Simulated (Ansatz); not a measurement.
**Band-structure calculation, with input and output: Fe$_{7}$Co (part 1 of 2)**

The run: band-structure calculation of Fe$_{7}$Co (Im-3m, 8 atoms in the cell). Method and program: DFT r2SCAN, scalar-relativistic, plane waves, PAW, spin-polarised (Ansatz 0.2.0).

The structure derives from a Materials Project entry. Figures and captions count atoms from 1; the log counts them from 0 in places.

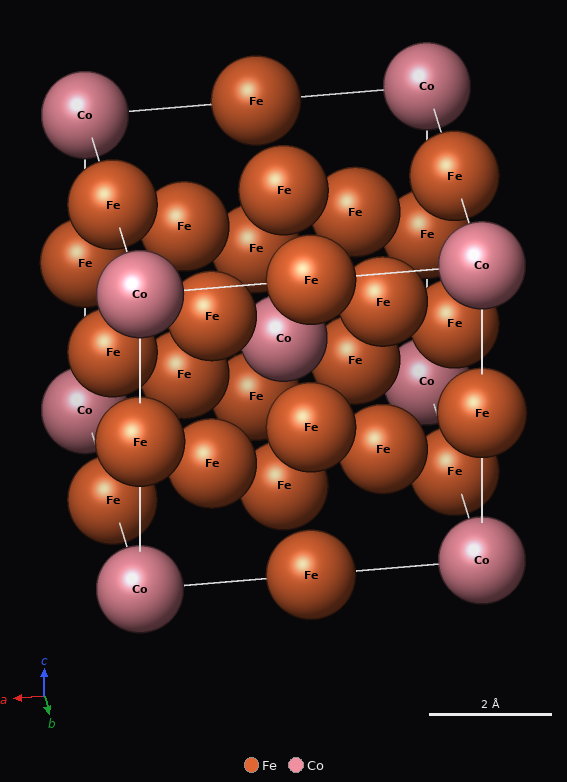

Figure 1. The input geometry (spheres-only view of the cell 2 times as large as that of the calculation, set on its symmetry axes, seen at an oblique angle). An atom can appear more than once, as a periodic image.

## Input
```yaml
crystal:
  lattice:
    - [-2.8505674761, 2.8505674761, 2.8505674761]
    - [2.8505674761, -2.8505674761, 2.8505674761]
    - [2.8505674761, 2.8505674761, -2.8505674761]
  atoms:
    - { symbol: Fe, position: [0.0, 0.5, 0.5], spin: 3.01 }
    - { symbol: Fe, position: [0.5, 0.5, 0.0], spin: 3.01 }
    - { symbol: Fe, position: [0.5, 0.0, 0.5], spin: 3.01 }
    - { symbol: Fe, position: [0.0, 0.0, 0.5], spin: 3.1 }
    - { symbol: Fe, position: [0.0, 0.5, 0.0], spin: 3.1 }
    - { symbol: Fe, position: [0.5, 0.0, 0.0], spin: 3.1 }
    - { symbol: Fe, position: [0.5, 0.5, 0.5], spin: 3.1 }
    - { symbol: Co, position: [0.0, 0.0, 0.0], spin: 2.12 }
basis:
  ecutwfc: 500
kpoints:
  mp_grid: { grid: [10, 10, 10] }
  band_path:
    path:
      - [[0.0, 0.0, 0.0], [0.5, -0.5, 0.5], [0.0, 0.0, 0.5], [0.0, 0.0, 0.0], [0.25, 0.25, 0.25], [0.5, -0.5, 0.5]]
      - [[0.25, 0.25, 0.25], [0.0, 0.0, 0.5]]
    npoints: 14
hamiltonian:
  xc: r2scan
scf:
  occupations: { method: gaussian, width: 0.1 }
  n_extra_bands: 20
output:
  forces: true
  stress: true
  eigenvalues: true
  populations: true
  dos: { projected: true, de: 0.02, nscf_kmesh: { grid: [15, 15, 15] } }
  bader: true
  write_density: true
  write_potential: true
  elf: true
  volumetric_format: npy
magnetization:
  spin_polarized: true
checkpoint:
  read: start.run
  write: ck
  compress: false
  write_wavefunctions: false
  write_every: 100000
```

Machine: 2 threads of AMD EPYC (Zen 3), 192 GiB of memory available, shared host.

Launched with:
```bash
ansatz run input.yaml --threads 2 --pin off --max-ram 5120MiB --backend cpu --events-out ev --progress --plain --runs-dir out
```

## What the program printed
```
Warning: the band count 85 (scf.n_extra_bands) hosts the net moment |M| = 23.5500 μB (N_el = 129) but caps the reachable moment at 2·n_bands − N_el = 41.0000 μB, below the 92 bands that the automatic rule leaves for it — a moment growing past the seed, or the majority channel's smearing tail, pins there with fewer empty majority states than that count leaves; raise or omit scf.n_extra_bands unless the cap is intended
Warning: checkpoint.read: spin seed differs: saved 22598de39197…, current d008c733ac22…; the loaded state replaces the seed-built initial guess (but the starting_ns of a DFT+U solve that opens without the state's occupation matrices), so the run may converge into the producing seed's basin, or, where the symmetry group that follows from this deck's starting moments and starting_ns does not hold the saved magnetisation, lose that magnetisation at its first build. Where atoms have moved since the state was saved, this difference can also decide whether moments are moved with them. A self-consistent run of this deck without the state starts from its starting moments and, under a DFT+U term, its starting_ns
scf.n_extra_bands = 20 over 65 filled bands (N_el = 129.0): the run solves 85 bands
Engine: ansatz 0.2.0, x86_64-unknown-linux-gnu
Pseudopotentials: kind: paw
Pseudopotential: Fe, paw, valence charge 16, recommended cutoff 500 eV (meta_gga), Fe.paw.azcp
Pseudopotential: Co, paw, valence charge 17, recommended cutoff 500 eV (meta_gga), Co.paw.azcp
Functional definition: r2SCAN
  parameter k0 = 0.174
  parameter k1 = 0.065
  parameter a1 = 4.9479
  exchange = r2scan_x(k0 = k0, k1 = k1, a1 = a1)
  correlation = r2scan_c
Crystal: 8 atoms, lattice volume = 92.652 Å³
Basis set: ecut = 500 eV, 2347 PW (Γ), exchange–correlation on 160×160×160 points (64 copies of the dense FFT grid, shifted against one another)
Bands: 85, of which v1, the nominal top of the filled ones, is band 65 counted from 1 (64 counted from 0)
Symmetry: 48 space group operations
Space group: Im-3m (ITA 229), of the structure as read, at distance tolerance 4.5e-5 Å
Magnetic group: BNS 229.140 (UNI 1642), of the structure as read, at distance tolerance 4.5e-5 Å
k-points: 47 of 1000
Non-local potential: Fe, projectors of the file, l = 0: 3, l = 1: 2, l = 2: 3, l = 3: 1
Non-local potential: Co, projectors of the file, l = 0: 3, l = 1: 2, l = 2: 3, l = 3: 1
PAW form: soft (Blöchl's): semilocal exchange-correlation on the pseudo side does not see the compensation charge
PAW frozen core: Fe, regenerated for the run's functional (the file was generated under x = pbe(κ = 0.804, μ = 0.2195149727645171), c = pbe(β = 0.06672455060314922))
PAW frozen core: Co, regenerated for the run's functional (the file was generated under x = pbe(κ = 0.804, μ = 0.2195149727645171), c = pbe(β = 0.06672455060314922))
PAW one-centre angular grid: Fe, 590 points (default); XC on 160 Gauss nodes
PAW one-centre angular grid: Co, 590 points (default); XC on 160 Gauss nodes
Initial density: read from a saved state, or passed on in memory by an earlier SCF of this step, an earlier step, the calling program or the single point that the run made first
Stability of the state it starts from, as read at its close in the collinear treatment: not read, because the mixer in use, unlike msr1, does not test its closes by its own steps (another_mixer); its run was given moments
Starting moments: Σ|m| = 23.55 μB on 8 of 8 sites; this step starts from the density that it was given
Initial wavefunctions: pseudopotential atomic-orbital guess
Functional: x = r2scan, c = r2scan; τ floored in thin density (d = 2e-4 eV/Å³)
iter 1 solved again at ethr=8.59e-9 eV; its pass at ethr=3.10e-3 eV (dr2=1.11e-5 eV) is discarded
SCF iter   1: F=—  HF=-36533.298429 eV  |F-HF|=—  |Δ(HF+E_count)|=         —  Δρ=3.33e-7 (↑2.46e-7 ↓3.33e-7)  dr2=1.55e-10  dr2_τ=2.89e-12  dr2_m=3.59e-11  M=20.203 μB ∫|m|=22.791 μB  β_m=1.20  ethr=8.59e-9  ⟨swp⟩=4.5  Hψ=58851  notcnv=0
eigensolver tolerance schedule: the retry pair's looser diagonalisation over-reported the residual by 71470.14 of it (diagonalisation noise at 0.25 of the residual, at the tolerance the schedule requests for it); recorded, not acted on — ethr = c·dr2/N_el stays at c = 1.0e-1
preconditioner: auto → Kerker (q_TF=auto, 2.883 Å⁻¹)  [metal: Δε(μ)=0.018 eV  Ē_g=7.165 eV  σ=0.100 eV  W_gap=0.10  n_scr=42 (ndim 8)  ℏωp=31.1 eV  f_vac=0.000  D(μ)=5.30/eV (n_scr^D=54)]
spin=Collinear: Kerker preconditioning applied to the charge; magnetization (m = ρ↑ − ρ↓) channel mixes plain (no charge-response kernel on spin).
SCF iter   2: F=-36533.298430 eV  HF=-36533.298430 eV  |F-HF|=5.09e-11  |Δ(HF+E_count)|=   7.55e-7  Δρ=3.44e-7 (↑2.10e-7 ↓3.44e-7)  dr2=7.94e-11  dr2_τ=3.12e-12  dr2_m=4.62e-11  M=20.203 μB ∫|m|=22.791 μB  ethr=1.00e-12  ⟨swp⟩=11.3  Hψ=54012  notcnv=0
SCF 1 converged in 2 iterations: F = -36533.298430 eV  dr2 = 7.94e-11
  greatest PAW one-centre occupation: 1.005 electrons in one spin orbital (limit 2), on the Fe atom at site 4 (counted from 0), in its partial waves of l = 1
this state was not tested for a lower state beside it, because the mixer in use, unlike msr1, does not test its closes by its own steps (another_mixer; see scf.mixing.algorithm and scf.lower_state_search)
NSCF: frozen V_eff on 86 k-points
NSCF: frozen V_eff on 120 k-points
SCF converged after 2 iterations
Magnetization: 20.2031 μB (74.6015 up, 54.3985 down)
Absolute magnetization: 22.7987 μB (∫|ρ↑−ρ↓|, with the PAW one-centre terms)
Spin contamination: 0.9309 ħ² per cell (⟨S²⟩ above its minimum at these occupations)
Per-site moments (μB) at R_I (Å): [(2.7345301635397976, 1.01832383792052), (2.7345301635397985, 1.01832383792052), (2.734530163539799, 1.01832383792052), (2.8199650465306503, 1.01832383792052), (2.819965046530649, 1.01832383792052), (2.8199650465306525, 1.01832383792052), (2.8199650465306503, 1.01832383792052), (1.9292591743702692, 1.01832383792052)]
Free energy (F): -36533.298430 eV
Harris-Foulkes:  -36533.298430 eV  (|F-HF|=5.09e-11)
Internal energy: -36533.271926 eV  (E = F + TS)
E sigma→0 (E₀):  -36533.285178 eV
Entropy (-TS):   -0.026504 eV (-3.313 meV/atom)
Fermi energy:    17.969225 eV
--- Per-component energies (eV) ---
  E_band       = -1968.988263
  E_kinetic    = 2895.804691
  E_local      = -17570.420416  (includes V_loc(G=0)·N_el)
  E_nonlocal   = 2017.753181
  E_hartree    = 7376.357439
  E_xc         = -948.446045
  E_vxc        = -1404.025274  (∫ρ·V_xc dr)
  E_paw        = -11178.468770  (= ΣΔE_a)
  E_vpaw       = -2760.125285  (= ΣTr[D̂ρ^β])
  E_aug_tail   = 0.001845  (compensation charges beyond the density's cutoff)
  E_vtau       = 99.307615  (kinetic-family band-sum trace: ∫τ·v_τ [+ j·A + Jᵃ·Aᵃ] dr)
  E_ewald      = -19123.532321
  E_core_change = -2.321531  (= ΣΔE_core)
  E_smearing   = -0.026504  (= −TS)
  E_closure    = 0.000000  (closes the sum)
  Σ components = -36533.298430   (vs F -36533.298430, Δ=0.00e0)
--- Forces (eV/Å), atoms counted from 1 ---
  atom   1  Fe     0.00000000    -0.00000000    -0.00000000
  atom   2  Fe     0.00000000     0.00000000     0.00000000
  atom   3  Fe     0.00000000     0.00000000    -0.00000000
  atom   4  Fe     0.00000000    -0.00000000    -0.00000000
  atom   5  Fe     0.00000000    -0.00000000     0.00000000
  atom   6  Fe     0.00000000    -0.00000000    -0.00000000
  atom   7  Fe     0.00000000    -0.00000000     0.00000000
  atom   8  Co     0.00000000     0.00000000     0.00000000
  max |Σ_I F_I| component: 3.49e-28 eV/Å
--- Stress (GPa, compression-positive) ---
        0.013139       0.000000       0.000000
        0.000000       0.013139       0.000000
       -0.000000      -0.000000       0.013139
  P = ⅓ Tr σ = 0.0131 GPa (0.131 kbar)
--- Band table (eV; the first three rows and the last of 94) ---
  k-point 0 ↑: bands = ["-82.2201", "-74.2185", "-74.1973", "-74.1973", "-74.1973", "-73.9698", "-73.9698", "-73.9648", "-44.0185", "-44.0185", "-44.0185", "-39.0197", "-39.0197", "-39.0197", "-38.9954", "-38.9954", "-38.9954", "-38.9424", "-38.9156", "-38.9156", "-38.9156", "-38.8121", "-38.8121", "-38.6243", "-38.6243", "-38.6243", "-38.5706", "-38.5706", "-38.5706", "-38.5703", "-38.5703", "-38.5703", "9.2647", "12.4488", "12.4992", "12.4992", "12.5513", "12.5513", "12.5513", "12.5723", "12.5723", "13.8691", "13.8691", "13.8691", "13.9171", "13.9171", "13.9171", "14.9038", "14.9038", "14.9038", "15.7738", "15.7738", "16.1239", "16.1239", "16.1239", "16.1742", "16.1742", "16.1804", "16.2025", "16.2025", "16.2025", "16.3109", "16.3109", "16.4054", "17.1600", "17.1600", "17.1600", "17.4592", "17.4592", "17.4592", "17.5762", "17.5762", "17.5762", "18.3863", "18.3863", "18.3863", "18.4971", "18.4971", "18.4971", "24.6565", "24.9203", "24.9203", "24.9203", "24.9699", "24.9699"]
```
